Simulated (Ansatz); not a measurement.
Geometry relaxation, with input and output: Ta4N (part 1 of 2)

- system: Ta4N (slab, 5 atoms in the cell)
- method: DFT PBE, scalar-relativistic, plane waves, PAW, PAW set soft_1, no spin polarisation (Ansatz 0.2.0)

The structure derives from an entry of the Crystallography Open Database. The input holds or restrains some coordinates. Forces given for the steps count only the free coordinates.

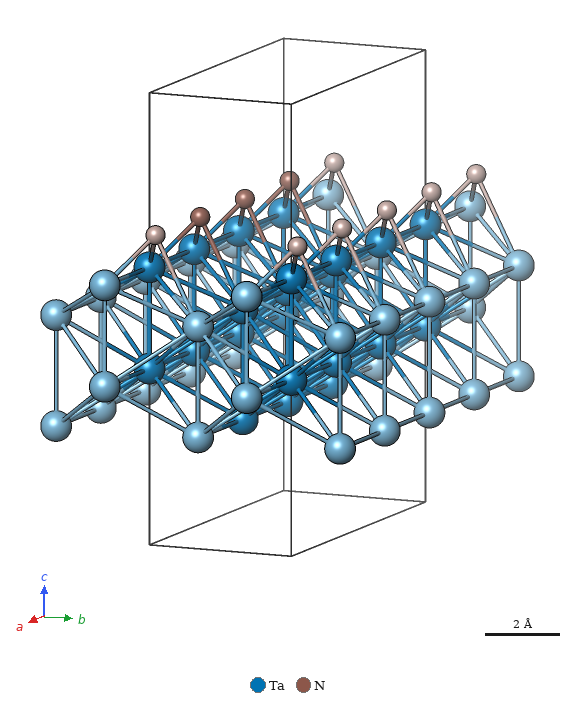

**Figure 1.** The input geometry (ball-and-stick view of the 3 × 1 repeat of the cell, with the vacuum cut short, seen slightly off an axis; neighbours outside the cell are drawn fainter). An atom can appear more than once, as a periodic image.

### Input
```yaml
crystal:
  lattice:
    - [2.9861803524, 0.0, 0.0]
    - [0.0, 4.223096754, 0.0]
    - [0.0, 0.0, 19.7920392323]
  atoms:
    - { symbol: Ta, position: [0.5, 0.5, 0.2021014587] }
    - { symbol: Ta, position: [0.0, 0.0, 0.2775403843] }
    - { symbol: Ta, position: [0.5, 0.5, 0.3568510217] }
    - { symbol: Ta, position: [0.0, 0.0, 0.4189583062] }
    - { symbol: "N", position: [0.5, 0.2, 0.4795887438] }
basis:
  ecutwfc: 420
kpoints:
  mp_grid: { grid: [9, 6, 1] }
hamiltonian:
  xc: pbe
  pseudopotentials: { kind: paw, azcp: { folder: soft_1 } }
scf:
  occupations: { method: gaussian, width: 0.1 }
output:
  forces: true
  eigenvalues: true
  write_density: true
  write_potential: true
  elf: true
  volumetric_format: npy
relax:
  adjacent_minimum: "off"
  f_tol: 0.025
  max_steps: 16
  constraints: [{ sites: [0, 1, 2, 3] }, { sites: [4], fix: xy }]
efield:
  axis: 3
  dipole_correction: true
  ramp_width: 0.04
```

Run as:
```bash
ansatz run input.yaml --threads 2 --pin off --max-ram 6144MiB --backend cpu --events-out ev --progress --plain --runs-dir out
```

### Log
```
Engine: ansatz 0.2.0, aarch64-unknown-linux-gnu
Pseudopotentials: kind: paw
Pseudopotential: Ta, paw, valence charge 13, recommended cutoff 420 eV (normal), [file]
Pseudopotential: N, paw, valence charge 5, recommended cutoff 420 eV (normal), [file]
Functional definition: PBE
  parameter kappa = 0.804
  parameter beta = 0.06672455060314922
  exchange = pbe_x(kappa = kappa, mu = beta*pi^2/3)
  correlation = pbe_c(beta = beta)
Crystal: 5 atoms, lattice volume = 249.596 Å³
Basis set: ecut = 420 eV, 4845 PW (Γ), exchange–correlation on 40×60×270 points (8 copies of the dense FFT grid, shifted against one another)
Bands: 35, of which v1, the nominal top of the filled ones, is band 29 counted from 1 (28 counted from 0)
Symmetry: 2 space group operations
Space group: Pm (ITA 6), of the structure as read, at distance tolerance 6.3e-5 Å
k-points: 20 of 54 (time reversal used)
Non-local potential: Ta, projectors of the file, l = 0: 3, l = 1: 2, l = 2: 2, l = 3: 1
Non-local potential: N, projectors of the file, l = 0: 2, l = 1: 2, l = 2: 1
PAW form: soft (Blöchl's): semilocal exchange-correlation on the pseudo side does not see the compensation charge
PAW one-centre angular grid: Ta, 590 points (default); XC on 64 Gauss nodes
PAW one-centre angular grid: N, 110 points (default); XC on 64 Gauss nodes
Initial density: superposition of atomic densities (neutral atoms: chi_scale 0, normalization atom)
Initial wavefunctions: pseudopotential atomic-orbital guess
Functional: x = pbe(κ = 0.804, μ = 0.2195149727645171), c = pbe(β = 0.06672455060314922)
SCF iter   1: F=—  HF=-40116.982426 eV  |F-HF|=—  |Δ(HF+E_count)|=         —  Δρ=6.19e-2  dr2=5.29e1  ethr=3.10e-3  p=-0.000 e·Å  D=-2.29e-6 V/Å  ΔV_dip=0.00 eV  dr2_dipole=1.98e1  V_vac-E_F(+/−)=7.17/7.17 eV  ⟨swp⟩=9.2  Hψ=3561  notcnv=0
efield: sawtooth ramp at fractional position 0.8208 (placed from the atoms, in the widest stretch of the axis that holds none; the zero of the levels goes with the place), width 0.0400; the density the first Hamiltonian is built on has a dipole p = -0.000 e·Å; the dipole correction subtracts the counter field D = -2.29e-6 V/Å, which shifts the + side's vacuum level by +0.00 eV against the − side's; the planar-averaged density in the ramp window peaks in size at 1.6e-6 e/Å³
preconditioner: auto → LDOS  [metal: Δε(μ)=0.048 eV  Ē_g=5.300 eV  σ=0.100 eV  W_gap=0.26  n_scr=36 (ndim 8)  ℏωp=11.8 eV  f_vac=0.556  D(μ)=3.58/eV (n_scr^D=16)  β→1.0]
SCF iter   2: F=—  HF=-40116.647490 eV  |F-HF|=—  |Δ(HF+E_count)|=   3.35e-1  Δρ=6.55e-2  dr2=9.37e1  ethr=3.10e-3  p=-0.430 e·Å  D=-3.11e-1 V/Å  ΔV_dip=6.16 eV  dr2_dipole=4.07e1  V_vac-E_F(+/−)=6.80/0.63 eV  ⟨swp⟩=8.1  Hψ=2525  notcnv=0  defer=25
SCF iter   3: F=—  HF=-40112.660984 eV  |F-HF|=—  |Δ(HF+E_count)|=    3.99e0  Δρ=1.05e-2  dr2=6.34e-1  ethr=3.10e-3  p=-0.133 e·Å  D=-9.61e-2 V/Å  ΔV_dip=1.90 eV  dr2_dipole=2.32e-1  V_vac-E_F(+/−)=6.49/4.59 eV  ⟨swp⟩=5.9  Hψ=1982  notcnv=0  defer=26
SCF iter   4: F=—  HF=-40112.608526 eV  |F-HF|=—  |Δ(HF+E_count)|=   5.25e-2  Δρ=4.08e-3  dr2=7.52e-2  ethr=1.11e-3  p=-0.168 e·Å  D=-1.22e-1 V/Å  ΔV_dip=2.41 eV  dr2_dipole=4.49e-4  V_vac-E_F(+/−)=6.53/4.12 eV  ⟨swp⟩=2.8  Hψ=1156  notcnv=0  defer=21
SCF iter   5: F=—  HF=-40112.608576 eV  |F-HF|=—  |Δ(HF+E_count)|=   4.99e-5  Δρ=1.80e-3  dr2=1.34e-2  ethr=1.32e-4  p=-0.173 e·Å  D=-1.25e-1 V/Å  ΔV_dip=2.48 eV  dr2_dipole=1.61e-6  V_vac-E_F(+/−)=6.49/4.01 eV  ⟨swp⟩=2.1  Hψ=888  notcnv=0  defer=21
SCF iter   6: F=—  HF=-40112.609900 eV  |F-HF|=—  |Δ(HF+E_count)|=   1.32e-3  Δρ=6.42e-4  dr2=2.87e-3  ethr=2.35e-5  p=-0.181 e·Å  D=-1.31e-1 V/Å  ΔV_dip=2.59 eV  dr2_dipole=1.44e-4  V_vac-E_F(+/−)=6.46/3.87 eV  ⟨swp⟩=2.0  Hψ=934  notcnv=0  defer=21
SCF iter   7: F=—  HF=-40112.609994 eV  |F-HF|=—  |Δ(HF+E_count)|=   9.41e-5  Δρ=2.55e-4  dr2=1.08e-3  ethr=5.04e-6  p=-0.182 e·Å  D=-1.32e-1 V/Å  ΔV_dip=2.62 eV  dr2_dipole=4.08e-4  V_vac-E_F(+/−)=6.46/3.84 eV  ⟨swp⟩=2.6  Hψ=1173  notcnv=0  defer=21
SCF iter   8: F=—  HF=-40112.609945 eV  |F-HF|=—  |Δ(HF+E_count)|=   4.98e-5  Δρ=9.36e-5  dr2=1.08e-4  ethr=1.90e-6  p=-0.184 e·Å  D=-1.33e-1 V/Å  ΔV_dip=2.64 eV  dr2_dipole=6.33e-5  V_vac-E_F(+/−)=6.46/3.82 eV  ⟨swp⟩=1.8  Hψ=845  notcnv=0  defer=21
SCF iter   9: F=-40112.609945 eV  HF=-40112.609946 eV  |F-HF|=1.02e-6  |Δ(HF+E_count)|=   1.36e-6  Δρ=3.76e-5  dr2=5.73e-6  ethr=2.74e-8  p=-0.186 e·Å  D=-1.35e-1 V/Å  ΔV_dip=2.66 eV  dr2_dipole=3.08e-7  V_vac-E_F(+/−)=6.46/3.80 eV  ⟨swp⟩=24.6  Hψ=8477  notcnv=0
SCF 1 converged in 9 iterations: F = -40112.609945 eV  dr2 = 5.73e-6
  greatest PAW one-centre occupation: 0.999 electrons in one spin orbital (limit 2), on the Ta atom at site 3 (counted from 0), in its partial waves of l = 0
relax step   1: F+E_penalty+E_count = -40112.60994500 eV  Δ(F+E_penalty+E_count) = +0.000e0 eV  max|allowed force component| = 4.436e0 eV/Å  Δτ_max = 0.0000 Å  (9 SCF iters, dr2 threshold 1.56e-5 eV, accepted)
Initial density: handed on by an earlier stage of this run
Initial wavefunctions: those handed on with the density
iter 1 solved again at ethr=5.56e-4 eV; its pass at ethr=3.10e-3 eV (dr2=3.17e-1 eV) is discarded
SCF iter   1: F=—  HF=-40113.406040 eV  |F-HF|=—  |Δ(HF+E_count)|=         —  Δρ=1.18e-2  dr2=3.54e-1  ethr=5.56e-4  p=-0.186 e·Å  D=-1.35e-1 V/Å  ΔV_dip=2.66 eV  dr2_dipole=1.32e-2  V_vac-E_F(+/−)=6.49/3.82 eV  ⟨swp⟩=2.0  Hψ=2584  notcnv=0  defer=20
efield: sawtooth ramp at fractional position 0.8208 (handed on by an earlier solve), width 0.0400; the density the first Hamiltonian is built on has a dipole p = -0.186 e·Å; the dipole correction subtracts the counter field D = -1.35e-1 V/Å, which shifts the + side's vacuum level by +2.66 eV against the − side's; the planar-averaged density in the ramp window peaks in size at 2.9e-6 e/Å³
eigensolver tolerance schedule calibrated: the retry pair's looser diagonalisation under-reported the residual by θ = 0.11 (0.14/decade); ethr = c·dr2/N_el runs at the constant in force after the calibration composes with the one it found (an armed cap, an earlier calibration), c = 4.9e-2
preconditioner: auto → LDOS  [metal: Δε(μ)=0.045 eV  Ē_g=4.662 eV  σ=0.100 eV  W_gap=0.24  n_scr=36 (ndim 8)  ℏωp=11.8 eV  f_vac=0.575  D(μ)=5.52/eV (n_scr^D=30)  β→1.0]
SCF iter   2: F=—  HF=-40113.339519 eV  |F-HF|=—  |Δ(HF+E_count)|=   6.65e-2  Δρ=4.84e-3  dr2=5.65e-2  ethr=3.06e-4  p=-0.130 e·Å  D=-9.41e-2 V/Å  ΔV_dip=1.86 eV  dr2_dipole=6.84e-6  V_vac-E_F(+/−)=5.67/3.81 eV  ⟨swp⟩=3.0  Hψ=1260  notcnv=0  defer=20
SCF iter   3: F=—  HF=-40113.325400 eV  |F-HF|=—  |Δ(HF+E_count)|=   1.41e-2  Δρ=7.99e-4  dr2=2.45e-3  ethr=4.88e-5  p=-0.148 e·Å  D=-1.07e-1 V/Å  ΔV_dip=2.13 eV  dr2_dipole=8.60e-5  V_vac-E_F(+/−)=5.94/3.81 eV  ⟨swp⟩=3.3  Hψ=1351  notcnv=0  defer=21
SCF iter   4: F=—  HF=-40113.324897 eV  |F-HF|=—  |Δ(HF+E_count)|=   5.02e-4  Δρ=2.66e-4  dr2=3.34e-4  ethr=2.11e-6  p=-0.146 e·Å  D=-1.06e-1 V/Å  ΔV_dip=2.10 eV  dr2_dipole=1.08e-5  V_vac-E_F(+/−)=5.91/3.81 eV  ⟨swp⟩=2.6  Hψ=1219  notcnv=0  defer=21
SCF iter   5: F=-40113.324922 eV  HF=-40113.324915 eV  |F-HF|=6.69e-6  |Δ(HF+E_count)|=   1.80e-5  Δρ=8.22e-5  dr2=1.72e-5  ethr=8.63e-8  p=-0.146 e·Å  D=-1.06e-1 V/Å  ΔV_dip=2.10 eV  dr2_dipole=3.61e-7  V_vac-E_F(+/−)=5.91/3.81 eV  ⟨swp⟩=20.1  Hψ=7916  notcnv=0
SCF 2 converged in 5 iterations: F = -40113.324922 eV  dr2 = 1.72e-5
relax step   2: F+E_penalty+E_count = -40113.32492198 eV  Δ(F+E_penalty+E_count) = -7.150e-1 eV  max|allowed force component| = 2.770e0 eV/Å  Δτ_max = 0.1950 Å  (5 SCF iters, dr2 threshold 1.00e-4 eV, accepted)
iter 1 solved again at ethr=5.02e-4 eV; its pass at ethr=3.10e-3 eV (dr2=2.86e-1 eV) is discarded
SCF iter   1: F=—  HF=-40113.750768 eV  |F-HF|=—  |Δ(HF+E_count)|=         —  Δρ=1.10e-2  dr2=3.03e-1  ethr=5.02e-4  p=-0.146 e·Å  D=-1.06e-1 V/Å  ΔV_dip=2.10 eV  dr2_dipole=9.20e-4  V_vac-E_F(+/−)=5.92/3.82 eV  ⟨swp⟩=2.0  Hψ=2615  notcnv=0  defer=18
efield: sawtooth ramp at fractional position 0.8208 (handed on by an earlier solve), width 0.0400; the density the first Hamiltonian is built on has a dipole p = -0.146 e·Å; the dipole correction subtracts the counter field D = -1.06e-1 V/Å, which shifts the + side's vacuum level by +2.10 eV against the − side's; the planar-averaged density in the ramp window peaks in size at 3.2e-6 e/Å³
preconditioner: auto → LDOS  [metal: Δε(μ)=0.019 eV  Ē_g=4.875 eV  σ=0.100 eV  W_gap=0.11  n_scr=36 (ndim 8)  ℏωp=11.8 eV  f_vac=0.580  D(μ)=4.41/eV (n_scr^D=24)  β→1.0]
SCF iter   2: F=—  HF=-40113.696148 eV  |F-HF|=—  |Δ(HF+E_count)|=   5.46e-2  Δρ=6.25e-3  dr2=1.44e-1  ethr=5.02e-4  p=-0.064 e·Å  D=-4.61e-2 V/Å  ΔV_dip=0.91 eV  dr2_dipole=1.91e-3  V_vac-E_F(+/−)=4.73/3.82 eV  ⟨swp⟩=3.1  Hψ=1352  notcnv=0  defer=18
SCF iter   3: F=—  HF=-40113.651947 eV  |F-HF|=—  |Δ(HF+E_count)|=   4.42e-2  Δρ=8.29e-4  dr2=3.74e-3  ethr=2.53e-4  p=-0.098 e·Å  D=-7.11e-2 V/Å  ΔV_dip=1.41 eV  dr2_dipole=1.26e-4  V_vac-E_F(+/−)=5.23/3.82 eV  ⟨swp⟩=2.1  Hψ=1100  notcnv=0  defer=19
SCF iter   4: F=—  HF=-40113.650848 eV  |F-HF|=—  |Δ(HF+E_count)|=   1.10e-3  Δρ=2.63e-4  dr2=2.28e-4  ethr=6.57e-6  p=-0.096 e·Å  D=-6.95e-2 V/Å  ΔV_dip=1.38 eV  dr2_dipole=9.55e-6  V_vac-E_F(+/−)=5.19/3.82 eV  ⟨swp⟩=3.0  Hψ=1273  notcnv=0  defer=20
SCF iter   5: F=-40113.650880 eV  HF=-40113.650879 eV  |F-HF|=6.63e-7  |Δ(HF+E_count)|=   3.12e-5  Δρ=7.47e-5  dr2=1.31e-5  ethr=1.75e-7  p=-0.096 e·Å  D=-6.93e-2 V/Å  ΔV_dip=1.37 eV  dr2_dipole=6.49e-7  V_vac-E_F(+/−)=5.19/3.82 eV  ⟨swp⟩=21.9  Hψ=7902  notcnv=0
SCF 3 converged in 5 iterations: F = -40113.650880 eV  dr2 = 1.31e-5
relax step   3: F+E_penalty+E_count = -40113.65087976 eV  Δ(F+E_penalty+E_count) = -3.260e-1 eV  max|allowed force component| = 5.015e-1 eV/Å  Δτ_max = 0.1950 Å  (5 SCF iters, dr2 threshold 1.00e-4 eV, accepted)
SCF iter   1: F=—  HF=-40113.667288 eV  |F-HF|=—  |Δ(HF+E_count)|=         —  Δρ=2.58e-3  dr2=1.89e-2  ethr=2.93e-4  p=-0.096 e·Å  D=-6.93e-2 V/Å  ΔV_dip=1.37 eV  dr2_dipole=1.67e-3  V_vac-E_F(+/−)=5.19/3.82 eV  ⟨swp⟩=2.6  Hψ=1416  notcnv=0  defer=21
efield: sawtooth ramp at fractional position 0.8208 (handed on by an earlier solve), width 0.0400; the density the first Hamiltonian is built on has a dipole p = -0.096 e·Å; the dipole correction subtracts the counter field D = -6.93e-2 V/Å, which shifts the + side's vacuum level by +1.37 eV against the − side's; the planar-averaged density in the ramp window peaks in size at 2.9e-6 e/Å³
preconditioner: auto → LDOS  [metal: Δε(μ)=0.024 eV  Ē_g=4.880 eV  σ=0.100 eV  W_gap=0.13  n_scr=36 (ndim 8)  ℏωp=11.8 eV  f_vac=0.581  D(μ)=4.25/eV (n_scr^D=20)  β→1.0]
SCF iter   2: F=—  HF=-40113.664429 eV  |F-HF|=—  |Δ(HF+E_count)|=   2.86e-3  Δρ=1.65e-3  dr2=1.21e-2  ethr=3.31e-5  p=-0.074 e·Å  D=-5.38e-2 V/Å  ΔV_dip=1.06 eV  dr2_dipole=6.80e-4  V_vac-E_F(+/−)=4.88/3.82 eV  ⟨swp⟩=3.0  Hψ=1245  notcnv=0  defer=21
SCF iter   3: F=—  HF=-40113.660829 eV  |F-HF|=—  |Δ(HF+E_count)|=   3.60e-3  Δρ=2.39e-4  dr2=3.45e-4  ethr=2.12e-5  p=-0.083 e·Å  D=-6.03e-2 V/Å  ΔV_dip=1.19 eV  dr2_dipole=8.22e-7  V_vac-E_F(+/−)=5.01/3.82 eV  ⟨swp⟩=2.0  Hψ=938  notcnv=0  defer=21
SCF iter   4: F=-40113.660736 eV  HF=-40113.660739 eV  |F-HF|=2.64e-6  |Δ(HF+E_count)|=   9.06e-5  Δρ=7.47e-5  dr2=1.39e-5  ethr=2.76e-8  p=-0.083 e·Å  D=-6.00e-2 V/Å  ΔV_dip=1.19 eV  dr2_dipole=4.19e-7  V_vac-E_F(+/−)=5.01/3.82 eV  ⟨swp⟩=20.4  Hψ=8054  notcnv=0
SCF 4 converged in 4 iterations: F = -40113.660736 eV  dr2 = 1.39e-5
relax step   4: F+E_penalty+E_count = -40113.66073614 eV  Δ(F+E_penalty+E_count) = -9.856e-3 eV  max|allowed force component| = 7.425e-2 eV/Å  Δτ_max = 0.0458 Å  (4 SCF iters, dr2 threshold 1.57e-5 eV, accepted)
SCF iter   1: F=—  HF=-40113.661128 eV  |F-HF|=—  |Δ(HF+E_count)|=         —  Δρ=3.15e-4  dr2=3.49e-4  ethr=5.40e-6  p=-0.083 e·Å  D=-6.00e-2 V/Å  ΔV_dip=1.19 eV  dr2_dipole=2.61e-5  V_vac-E_F(+/−)=5.01/3.82 eV  ⟨swp⟩=2.0  Hψ=1261  notcnv=0
efield: sawtooth ramp at fractional position 0.8208 (handed on by an earlier solve), width 0.0400; the density the first Hamiltonian is built on has a dipole p = -0.083 e·Å; the dipole correction subtracts the counter field D = -6.00e-2 V/Å, which shifts the + side's vacuum level by +1.19 eV against the − side's; the planar-averaged density in the ramp window peaks in size at 3.1e-6 e/Å³
preconditioner: auto → LDOS  [metal: Δε(μ)=0.022 eV  Ē_g=4.866 eV  σ=0.100 eV  W_gap=0.13  n_scr=36 (ndim 8)  ℏωp=11.8 eV  f_vac=0.581  D(μ)=4.30/eV (n_scr^D=20)  β→1.0]
SCF iter   2: F=—  HF=-40113.661085 eV  |F-HF|=—  |Δ(HF+E_count)|=   4.36e-5  Δρ=2.31e-4  dr2=2.95e-4  ethr=6.12e-7  p=-0.085 e·Å  D=-6.19e-2 V/Å  ΔV_dip=1.23 eV  dr2_dipole=6.08e-6  V_vac-E_F(+/−)=5.04/3.82 eV  ⟨swp⟩=3.3  Hψ=1354  notcnv=0
SCF iter   3: F=—  HF=-40113.661015 eV  |F-HF|=—  |Δ(HF+E_count)|=   7.02e-5  Δρ=2.82e-5  dr2=4.28e-6  ethr=5.17e-7  p=-0.084 e·Å  D=-6.11e-2 V/Å  ΔV_dip=1.21 eV  dr2_dipole=2.58e-9  V_vac-E_F(+/−)=5.03/3.82 eV  ⟨swp⟩=2.0  Hψ=935  notcnv=0
SCF iter   4: F=—  HF=-40113.660956 eV  |F-HF|=—  |Δ(HF+E_count)|=   5.90e-5  Δρ=7.99e-6  dr2=1.69e-7  ethr=7.51e-9  p=-0.084 e·Å  D=-6.11e-2 V/Å  ΔV_dip=1.21 eV  dr2_dipole=3.69e-8  V_vac-E_F(+/−)=5.03/3.82 eV  ⟨swp⟩=2.9  Hψ=1211  notcnv=0
SCF iter   5: F=-40113.660956 eV  HF=-40113.660956 eV  |F-HF|=7.67e-9  |Δ(HF+E_count)|=   9.22e-8  Δρ=2.24e-6  dr2=1.23e-8  ethr=1.75e-10  p=-0.084 e·Å  D=-6.11e-2 V/Å  ΔV_dip=1.21 eV  dr2_dipole=1.27e-10  V_vac-E_F(+/−)=5.03/3.82 eV  ⟨swp⟩=16.3  Hψ=5823  notcnv=0
SCF 5 converged in 5 iterations: F = -40113.660956 eV  dr2 = 1.23e-8
relax step   5: F+E_penalty+E_count = -40113.66095564 eV  Δ(F+E_penalty+E_count) = -2.195e-4 eV  max|allowed force component| = 6.940e-4 eV/Å  Δτ_max = 0.0058 Å  (5 SCF iters, accepted)
```

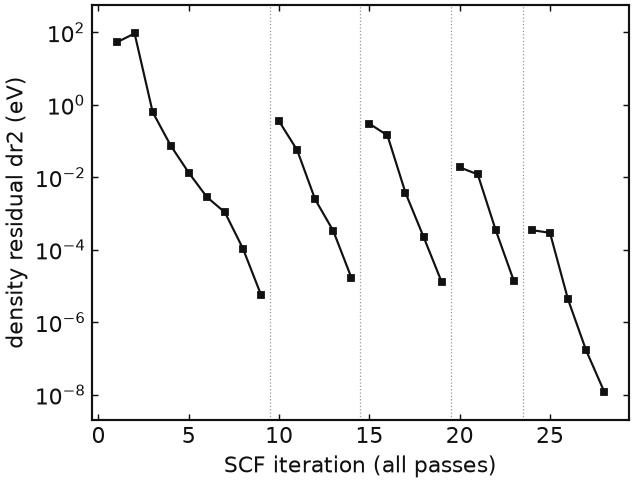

**Figure 2.** Convergence of the self-consistent field: density residual dr2 against the SCF iteration. The dotted lines part the SCF passes of the relaxation: geometry steps, rejected trials and re-solves on a re-selected basis. The 5 passes take 4 to 9 iterations each, 28 in all.
